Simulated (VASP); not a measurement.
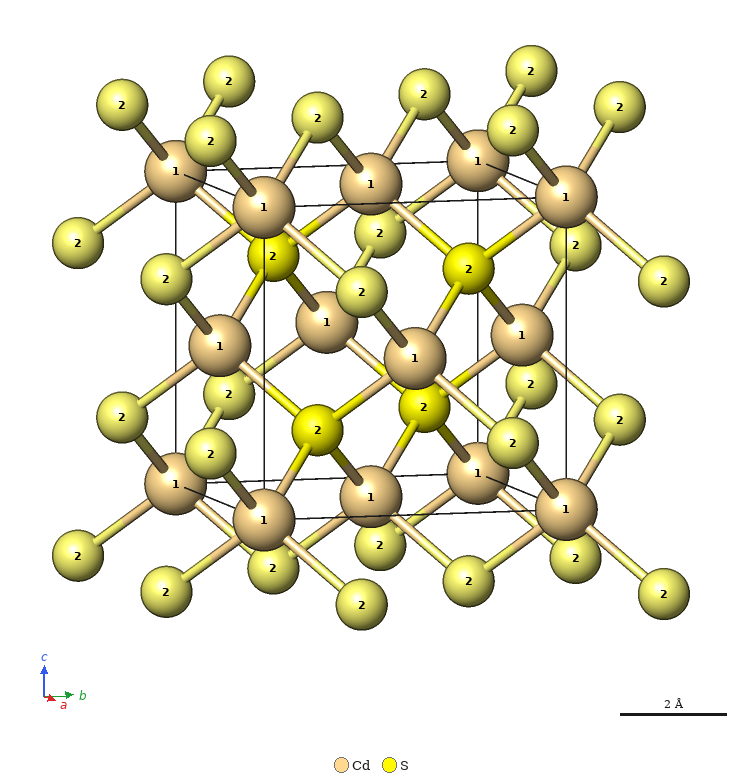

The structure (ball-and-stick view of the cell 4 times as large as that of the calculation, set on its symmetry axes, seen slightly off an axis; neighbours outside the cell are drawn fainter; atoms are numbered from 1 in the order of the input). An atom can appear more than once, as a periodic image. Near neighbours in the periodic cell (some may lie outside the picture): Cd has 4 S at 2.57 Å; S has 4 Cd at 2.57 Å.

**Band-structure run, with input and output: CdS**

System: CdS (2 atoms in the cell).
Method: Kohn-Sham DFT of a periodic cell, PBE, VASP PAW PBE potentials, recommended, no spin polarisation (VASP 6.6.1).

The structure derives from an entry of the Crystallography Open Database.

OSZICAR
```
N       E                     dE             d eps       ncg     rms          rms(c)
DAV:   1     0.109043149560E+03    0.10904E+03   -0.90880E+03  1246   0.125E+03
DAV:   2    -0.171251792959E+01   -0.11076E+03   -0.10585E+03  1397   0.294E+02
DAV:   3    -0.666741052751E+01   -0.49549E+01   -0.49348E+01  1462   0.640E+01
DAV:   4    -0.670525427743E+01   -0.37844E-01   -0.37835E-01  1392   0.557E+00
DAV:   5    -0.670581765761E+01   -0.56338E-03   -0.56338E-03  1437   0.662E-01    0.723E+00
DAV:   6    -0.617127931826E+01    0.53454E+00   -0.10751E+00  1692   0.137E+01    0.589E+00
DAV:   7    -0.615502139190E+01    0.16258E-01   -0.19627E-01  1262   0.355E+00    0.302E+00
DAV:   8    -0.615507451109E+01   -0.53119E-04   -0.18255E-02  1317   0.202E+00    0.261E-01
DAV:   9    -0.615487574924E+01    0.19876E-03   -0.26193E-03  1432   0.820E-01    0.669E-02
DAV:  10    -0.615503284092E+01   -0.15709E-03   -0.29474E-04  1277   0.176E-01    0.822E-02
DAV:  11    -0.615511835388E+01   -0.85513E-04   -0.13777E-04  1265   0.125E-01    0.167E-02
DAV:  12    -0.615510492070E+01    0.13433E-04   -0.47764E-05  1551   0.984E-02    0.831E-03
DAV:  13    -0.615510605643E+01   -0.11357E-05   -0.45594E-06  1247   0.155E-02    0.530E-03
DAV:  14    -0.615510596856E+01    0.87871E-07   -0.16826E-07  1358   0.312E-03
   1 F= -.61551060E+01 E0= -.61368642E+01  d E =-.364835E-01
       N       E                     dE             ncg
DAV:   1     0.112941807570E+04   -0.19708E+05     1238
DAV:   2    -0.402873491540E+04   -0.51582E+04     1432
DAV:   3    -0.425090085812E+04   -0.22217E+03     1387
DAV:   4    -0.425251738746E+04   -0.16165E+01     1417
DAV:   5    -0.425254040812E+04   -0.23021E-01     1427
DAV:   6    -0.425254092607E+04   -0.51795E-03     1447
DAV:   7    -0.425254093990E+04   -0.13830E-04     1442
DAV:   8    -0.425254094031E+04   -0.40782E-06     1106
DAV:   9    -0.425254094033E+04   -0.26978E-07      831
       N       E                     dE             ncg
DAV:   1     0.955114769483E+03   -0.26012E+05     1246
DAV:   2    -0.414500040673E+04   -0.51001E+04     1462
DAV:   3    -0.435537183912E+04   -0.21037E+03     1422
DAV:   4    -0.435687437947E+04   -0.15025E+01     1387
DAV:   5    -0.435689604040E+04   -0.21661E-01     1462
DAV:   6    -0.435689649820E+04   -0.45779E-03     1422
DAV:   7    -0.435689650941E+04   -0.11211E-04     1447
DAV:   8    -0.435689650967E+04   -0.25971E-06     1096
DAV:   9    -0.435689650970E+04   -0.29446E-07      811
       N       E                     dE             ncg
DAV:   1     0.251508098594E+05   -0.36854E+04      164
DAV:   2     0.245392135257E+05   -0.61160E+03      176
DAV:   3     0.245150814520E+05   -0.24132E+02      211
DAV:   4     0.245149149025E+05   -0.16655E+00      181
DAV:   5     0.245149123802E+05   -0.25223E-02      211
DAV:   6     0.245149123284E+05   -0.51838E-04      196
DAV:   7     0.245149123271E+05   -0.12589E-05      206
DAV:   8     0.245149123271E+05   -0.29351E-07      174
```

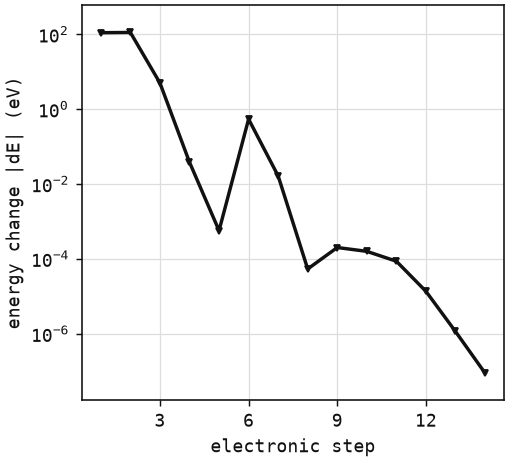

Convergence of the self-consistent field: energy change |dE| against the electronic step. It takes 14 electronic steps. The density is held fixed in the first few steps, and dE rises again when its update begins.

Parts of OUTCAR
```
SYSTEM = CdS
   PREC = Accurate
   ENCUT = 520
   EDIFF = 1E-7
   ISMEAR = 0
   LREAL = .False.
   LASPH = .True.
   NELM = 60
   ISIF = 2
   GGA = PE

 ion  position               nearest neighbor table
   1  0.000  0.000  0.000-   2 2.57   2 2.57   2 2.57   2 2.57
   2  0.250  0.250  0.250-   1 2.57   1 2.57   1 2.57   1 2.57

  LATTYP: Found a face centered cubic cell.
 ALAT       =     5.9419097496

  Lattice vectors:

 A1 = (   0.0000000000,   2.9709548748,   2.9709548748)
 A2 = (   2.9709548748,   0.0000000000,   2.9709548748)
 A3 = (   2.9709548748,   2.9709548748,   0.0000000000)

Analysis of symmetry for initial positions (statically):
=====================================================================
 Subroutine PRICEL returns:
 Original cell was already a primitive cell.

 Routine SETGRP: Setting up the symmetry group for a
 face centered cubic supercell.

 Subroutine GETGRP returns: Found 24 space group operations
 (whereof 24 operations were pure point group operations)
 out of a pool of 48 trial point group operations.

The static configuration has the point symmetry T_d .

Analysis of symmetry for dynamics (positions and initial velocities):
=====================================================================
 Subroutine PRICEL returns:
 Original cell was already a primitive cell.

 Routine SETGRP: Setting up the symmetry group for a
 face centered cubic supercell.

 Subroutine GETGRP returns: Found 24 space group operations
 (whereof 24 operations were pure point group operations)
 out of a pool of 48 trial point group operations.

The dynamic configuration has the point symmetry T_d .

 Subroutine INISYM returns: Found 24 space group operations
 (whereof 24 operations are pure point group operations),
 and found     1 'primitive' translations

----------------------------------------------------------------------------------------

                                     Primitive cell

  volume of cell :      52.4467

  direct lattice vectors                    reciprocal lattice vectors
     0.000000000  2.970954875  2.970954875    -0.168296060  0.168296060  0.168296060
     2.970954875  0.000000000  2.970954875     0.168296060 -0.168296060  0.168296060
     2.970954875  2.970954875  0.000000000     0.168296060  0.168296060 -0.168296060

  length of vectors
     4.201564677  4.201564677  4.201564677     0.291497327  0.291497327  0.291497327

  position of ions in fractional coordinates (direct lattice)
     0.000000000  0.000000000  0.000000000
     0.250000000  0.250000000  0.250000000

  ion indices of the primitive-cell ions
   primitive index   ion index
                 1           1
                 2           2

----------------------------------------------------------------------------------------

 KPOINTS: regular mesh

Automatic generation of k-mesh.
 Grid dimensions read from file:
 generate k-points for:   10   10   10

 Generating k-lattice:

  Cartesian coordinates                     Fractional coordinates (reciprocal lattice)
    -0.016829606  0.016829606  0.016829606     0.100000000  0.000000000  0.000000000
     0.016829606 -0.016829606  0.016829606     0.000000000  0.100000000  0.000000000
     0.016829606  0.016829606 -0.016829606     0.000000000  0.000000000  0.100000000

  Length of vectors
     0.029149733  0.029149733  0.029149733

  Shift w.r.t. Gamma in fractional coordinates (k-lattice)
     0.000000000  0.000000000  0.000000000

 Subroutine IBZKPT returns following result:
 ===========================================

 Found     47 irreducible k-points:

 Following reciprocal coordinates:
            Coordinates               Weight
  0.000000  0.000000  0.000000      1.000000
  0.100000  0.000000  0.000000      8.000000
  0.200000  0.000000  0.000000      8.000000
  0.300000  0.000000  0.000000      8.000000
  0.400000  0.000000  0.000000      8.000000
  0.500000  0.000000  0.000000      4.000000
  0.100000  0.100000  0.000000      6.000000
  0.200000  0.100000  0.000000     24.000000
  0.300000  0.100000  0.000000     24.000000
  0.400000  0.100000  0.000000     24.000000
  0.500000  0.100000  0.000000     24.000000
 -0.400000  0.100000  0.000000     24.000000
 -0.300000  0.100000  0.000000     24.000000
 -0.200000  0.100000  0.000000     24.000000
 -0.100000  0.100000  0.000000     12.000000
  0.200000  0.200000  0.000000      6.000000
  0.300000  0.200000  0.000000     24.000000
  0.400000  0.200000  0.000000     24.000000
  0.500000  0.200000  0.000000     24.000000
 -0.400000  0.200000  0.000000     24.000000
 -0.300000  0.200000  0.000000     24.000000
 -0.200000  0.200000  0.000000     12.000000
  0.300000  0.300000  0.000000      6.000000
  0.400000  0.300000  0.000000     24.000000
 [... further k-points ...]
   k-points           NKPTS =     47   k-points in BZ     NKDIM =     47   number of bands    NBANDS=     13
   number of dos      NEDOS =    301   number of ions     NIONS =      2
   total plane-waves  NPLWV =  32768
   dimension x,y,z NGX =    32 NGY =   32 NGZ =   32
   dimension x,y,z NGXF=    64 NGYF=   64 NGZF=   64
   ions per type =               1   1
   NGX,Y,Z   is equivalent  to a cutoff of  12.66, 12.66, 12.66 a.u.
   NGXF,Y,Z  is equivalent  to a cutoff of  25.32, 25.32, 25.32 a.u.
 SYSTEM =  CdS
   PREC   = accura    normal or accurate (medium, high low for compatibility)
   ISTART =      0    job   : 0-new  1-cont  2-samecut
   ICHARG =      2    charge: 1-file 2-atom 10-const
   ISPIN  =      1    spin polarized calculation?
   LNONCOLLINEAR =      F non collinear calculations
   LSORBIT =      F    spin-orbit coupling
   LASPH  =      T    aspherical Exc in radial PAW
   ENCUT  =  520.0 eV  38.22 Ry    6.18 a.u.   7.81  7.81  7.81*2*pi/ulx,y,z
   NELM   =     60;   NELMIN=  2; NELMDL= -5     # of ELM steps
   EDIFF  = 0.1E-06   stopping-criterion for ELM
   LREAL  =      F    real-space projection
   EDIFFG = 0.1E-05   stopping-criterion for IOM
   NSW    =      0    number of steps for IOM
   IBRION =     -1    ionic relax: 0-MD 1-quasi-New 2-CG
   NFREE  =      0    steps in history (QN), initial steepest desc. (CG)
   ISIF   =      2    stress and relaxation
   ISYM   =      2    0-nonsym 1-usesym 2-fastsym
   POTIM  = 0.5000    time-step for ionic-motion
   TEBEG  =    0.0;   TEEND  =   0.0 temperature during run
   PSTRESS=    0.0 pullay stress
   NELECT =      18.0000    total number of electrons
   NUPDOWN=      -1.0000    fix difference up-down
   EMIN   =  10.00;   EMAX   =-10.00  energy-range for DOS
   EFERMI =   0.00;   METHOD = LEGACY
   ISMEAR =     0;   SIGMA  =   1.00  broadening in eV -4-tet -1-fermi 0-gaus
   EFERMI_NEDOS =   21; number of points for ismear=-14 and -15
   IALGO  =     38    algorithm
   IMIX   =      4    mixing-type and parameters
     AMIX     =   0.40;   BMIX     =  1.00
     AMIX_MAG =   1.60;   BMIX_MAG =  1.00
  volume/ion in A,a.u.               =      26.22       176.96
  Fermi-wavevector in a.u.,A,eV,Ry     =   1.146198  2.166000 17.874921  1.313770
  Thomas-Fermi vector in A             =   2.282883
   LORBIT       =      0    0 simple, 1 ext, 2 COOP (PROOUT), +10 PAW based schemes
   GGA     = PE    functional components
   LHFCALC =     F    Hartree Fock is set to
   AEXX    =    0.0000 exact exchange contribution
   IVDW    =     0    specifies the selected vdW correction
   LEPSILON=     F    determine dielectric tensor
   LRPA    =     F    only Hartree local field effects (RPA)
 non-spin polarized calculation
 Gauss-broadening in eV      SIGMA  =   1.00
  energy-cutoff  :      520.00
  volume of cell :       52.45
 maximum number of plane-waves:      1428
   NGX = 15   NGY = 15   NGZ = 15

 number of electron      17.9999999 magnetization

 Free energy of the ion-electron system (eV)
  ---------------------------------------------------
  ext. energy  EPLUGINS =         0.00000000
  ---------------------------------------------------
  free energy    TOTEN  =        -6.15510597 eV

  energy without entropy =       -6.11862244  energy(sigma->0) =       -6.13686420

 E-fermi :   2.0180     XC(G=0):  -8.8962     alpha+bet : -6.7071

 val. band max:        1.8772025248   @ k =   0.0000   0.0000   0.0000
 cond. band min:       2.5033761361   @ k =   0.1000   0.0000   0.0000
 fundamental gap:      0.6261736112
 Fermi energy:         2.0179610069

 k-point     1 :       0.0000    0.0000    0.0000
  band No.  band energies     occupation
      1     -11.1977      2.00000
      2      -6.6909      2.00000
      3      -6.6909      2.00000
      4      -6.6909      2.00000
      5      -6.2826      2.00000
      6      -6.2826      2.00000
      7       0.8482      1.90194
      8       0.8482      1.90194
      9       0.8482      1.90194
     10       1.8772      1.15779
     11       7.4034      0.00000
     12       7.4034      0.00000
     13       7.4034      0.00000

 k-point     2 :       0.1000    0.0000    0.0000
  band No.  band energies     occupation
      1     -11.1620      2.00000
      2      -6.6782      2.00000
      3      -6.6782      2.00000
      4      -6.6587      2.00000
      5      -6.2833      2.00000
      6      -6.2833      2.00000
      7       0.1247      1.99258
      8       0.7764      1.92087
      9       0.7764      1.92087
     10       2.5034      0.49241
     11       7.2032      0.00000
     12       7.5276      0.00000
     13       7.5276      0.00000

 k-point     3 :       0.2000    0.0000    0.0000
  band No.  band energies     occupation
      1     -11.0681      2.00000
      2      -6.6469      2.00000
      3      -6.6469      2.00000
      4      -6.5509      2.00000
      5      -6.2820      2.00000
      6      -6.2820      2.00000
      7      -0.9695      1.99998
      8       0.5976      1.95544
      9       0.5976      1.95544
     10       3.2562      0.07992
     11       7.0131      0.00000
     12       7.7829      0.00000
     13       7.7829      0.00000

 k-point     4 :       0.3000    0.0000    0.0000
  band No.  band energies     occupation
      1     -10.9520      2.00000
      2      -6.6140      2.00000
      3      -6.6140      2.00000
      4      -6.3509      2.00000
      5      -6.2730      2.00000
      6      -6.2730      2.00000
      7      -2.0322      2.00000
      8       0.3908      1.97862
      9       0.3908      1.97862
     10       3.6666      0.01972
     11       7.2860      0.00000
     12       7.9194      0.00000
     13       7.9194      0.00000

 k-point     5 :       0.4000    0.0000    0.0000
  band No.  band energies     occupation
      1     -10.8583      2.00000
      2      -6.5935      2.00000
      3      -6.5935      2.00000
      4      -6.2582      2.00000
      5      -6.2582      2.00000
      6      -6.0924      2.00000
      7      -2.8767      2.00000
      8       0.2325      1.98843
      9       0.2325      1.98843
     10       3.7712      0.01316
     11       7.8590      0.00000
     12       7.8905      0.00000
     13       7.8905      0.00000

 [... the levels of 18 k-points are left out ...]

 k-point    24 :       0.4000    0.3000    0.0000
  band No.  band energies     occupation
      1     -10.8008      2.00000
      2      -6.5077      2.00000
      3      -6.4703      2.00000
      4      -6.4306      2.00000
      5      -6.2266      2.00000
      6      -6.1025      2.00000
      7      -2.3054      2.00000
      8      -0.6343      1.99982
      9      -0.4943      1.99962
     10       4.8375      0.00007
     11       5.3917      0.00000
     12       8.7748      0.00000
     13       9.7855      0.00000

 [... further k-points ...]

------------------------ aborting loop because EDIFF is reached ----------------------------------------

  FORCE on cell =-STRESS in cart. coord.  units (eV):
  Direction    XX          YY          ZZ          XY          YZ          ZX
  --------------------------------------------------------------------------------------
  -------------------------------------------------------------------------------------
  Total       -0.0012911     -0.0012911     -0.0012911     -0.0000000     -0.0000000      0.0000000
  in kB       -0.0394423     -0.0394423     -0.0394423     -0.0000000     -0.0000000      0.0000000
  external PRESSURE =      -0.0394423 kB  Pullay stress =       0.0000000 kB

 VOLUME and BASIS-vectors are now :
 -----------------------------------------------------------------------------
  energy-cutoff  :      520.00
  volume of cell :       52.45
      direct lattice vectors                 reciprocal lattice vectors
     0.000000000  2.970954875  2.970954875    -0.168296060  0.168296060  0.168296060
     2.970954875  0.000000000  2.970954875     0.168296060 -0.168296060  0.168296060
     2.970954875  2.970954875  0.000000000     0.168296060  0.168296060 -0.168296060

 POSITION                                       TOTAL-FORCE (eV/Angst)
 -----------------------------------------------------------------------------------
      0.00000      0.00000      0.00000         0.000000      0.000000      0.000000
      1.48548      1.48548      1.48548        -0.000000     -0.000000     -0.000000
 -----------------------------------------------------------------------------------
    total drift:                               -0.000000     -0.000000     -0.000000

  FREE ENERGIE OF THE ION-ELECTRON SYSTEM (eV)
  ---------------------------------------------------
  free  energy   TOTEN  =        -6.1551059686 eV

  energy  without entropy=       -6.1186224393  energy(sigma->0) =       -6.13686420
```

CONTCAR
```
CdS
   1.00000000000000
     0.0000000000000000    2.9709548747999999    2.9709548747999999
     2.9709548747999999    0.0000000000000000    2.9709548747999999
     2.9709548747999999    2.9709548747999999    0.0000000000000000
  Cd              S
     1     1
Direct
     0.0000000000000000    0.0000000000000000    0.0000000000000000
     0.2500000000000000    0.2500000000000000    0.2500000000000000

  0.00000000E+00  0.00000000E+00  0.00000000E+00
  0.00000000E+00  0.00000000E+00  0.00000000E+00
```

The run was set up as follows.

INCAR
```
SYSTEM = CdS
PREC = Accurate ; ENCUT = 520
EDIFF = 1E-7 ; ISMEAR = 0
SIGMA = 1.0 ; LREAL = .False.
LASPH = .True. ; NELM = 60
ALGO = Normal ; ISIF = 2
LWAVE = .False. ; LCHARG = .False.
GGA = PE
```

KPOINTS
```
regular mesh
0
Gamma
  10 10 10
  0 0 0
```

KPOINTS_OPT
```
path GXWKGLUWLK,UX
10
line-mode
reciprocal
 0.0000000000  0.0000000000  0.0000000000  G
 0.5000000000  0.0000000000  0.5000000000  X

 0.5000000000  0.0000000000  0.5000000000  X
 0.5000000000  0.2500000000  0.7500000000  W

 0.5000000000  0.2500000000  0.7500000000  W
 0.3750000000  0.3750000000  0.7500000000  K

 0.3750000000  0.3750000000  0.7500000000  K
 0.0000000000  0.0000000000  0.0000000000  G

 0.0000000000  0.0000000000  0.0000000000  G
 0.5000000000  0.5000000000  0.5000000000  L

 0.5000000000  0.5000000000  0.5000000000  L
 0.6250000000  0.2500000000  0.6250000000  U

 0.6250000000  0.2500000000  0.6250000000  U
 0.5000000000  0.2500000000  0.7500000000  W

 0.5000000000  0.2500000000  0.7500000000  W
 0.5000000000  0.5000000000  0.5000000000  L

 0.5000000000  0.5000000000  0.5000000000  L
 0.3750000000  0.3750000000  0.7500000000  K

 0.6250000000  0.2500000000  0.6250000000  U
 0.5000000000  0.0000000000  0.5000000000  X
```

POSCAR
```
CdS                                     
1.0
   -0.0000000000      2.9709548748      2.9709548748
    2.9709548748     -0.0000000000      2.9709548748
    2.9709548748      2.9709548748     -0.0000000000
  Cd              S             
     1     1
Direct
     0.0000000000000000    1.0000000000000000    1.0000000000000000
     0.2500000000000000    0.2500000000000000    0.2500000000000000
```

Launch command:
```bash
cat potpaw_PBE.64/Cd/POTCAR potpaw_PBE.64/S/POTCAR > POTCAR
mpirun -np 1 vasp_std > vasp.out
```

Summary

- outcome: converged
- space group (tolerance 0.01 Å): F-43m (216)
- electrons treated: 18
- free energy: −6.1551 eV
- gap on the k-point mesh: none (metallic)
- gap on the band path: 0.00 eV
- pressure: 0.00 GPa
- largest force (length of the vector): under 0.001 eV/Å
- hardware: 1 thread of Intel Xeon @ 2.50GHz (Skylake/Cascade Lake), 128 GiB of memory available, shared host
- wall time: 40 s
- peak memory: 0.19 GiB
